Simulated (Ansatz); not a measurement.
Input of the run:

```
crystal:
  lattice:
    - [3.7603063705, 0.0, 0.0]
    - [-1.8801531853, 3.2565208429, 0.0]
    - [0.0, 0.0, 22.3996971942]
  atoms:
    - { symbol: Se, position: [0.6666666667, 0.3333333333, 0.3339028242] }
    - { symbol: Pt, position: [0.0, 0.0, 0.3907526847] }
    - { symbol: Se, position: [0.3333333333, 0.6666666667, 0.4467010562] }
    - { symbol: Se, position: [0.6666666667, 0.3333333333, 0.5532989663] }
    - { symbol: Pt, position: [0.0, 0.0, 0.6092473338] }
    - { symbol: Se, position: [0.3333333333, 0.6666666667, 0.6660971348] }
basis:
  ecutwfc: 420
kpoints:
  mp_grid: { grid: [9, 9, 1] }
  band_path:
    path:
      - [0.5, 0, 0]
      - [0, 0, 0]
      - [0.3333333333333, 0.3333333333333, 0]
      - [0.5, 0, 0]
    npoints: 12
hamiltonian:
  xc: pbesol
scf:
  occupations: { method: gaussian, width: 0.1 }
  n_extra_bands: 18
output:
  forces: true
  eigenvalues: true
  populations: true
  fatbands: true
  write_density: true
  write_potential: true
  elf: true
  volumetric_format: npy
efield:
  axis: 3
  dipole_correction: true
  ramp_width: 0.04
```

Run as:
```bash
ansatz run input.yaml --threads 2 --pin off --max-ram 4096MiB --backend cpu --events-out ev --progress --plain --runs-dir out
```

What will the band structure look like? The path is M–Γ–K–M.

The material is gapped. The gap along this path is 0.19 eV and indirect, from the valence-band top between Γ and K to the conduction-band bottom between M and Γ; the smallest direct gap is 0.78 eV, between Γ and K. It is not wide against the smearing used. The top valence band spans 1.8 eV and the lowest conduction band 1.5 eV. The direct gaps are 1.97 eV at Γ, 2.26 eV at K and 2.73 eV at M.

Spin-orbit coupling is left out, which matters for Pt.

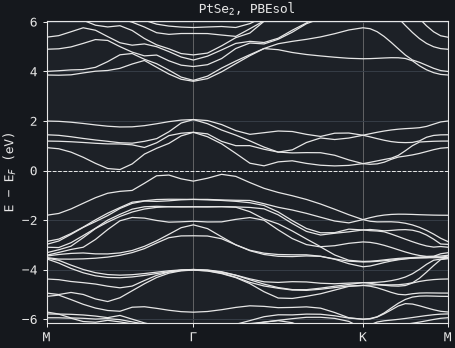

Band structure. Energies are counted from the Fermi level.
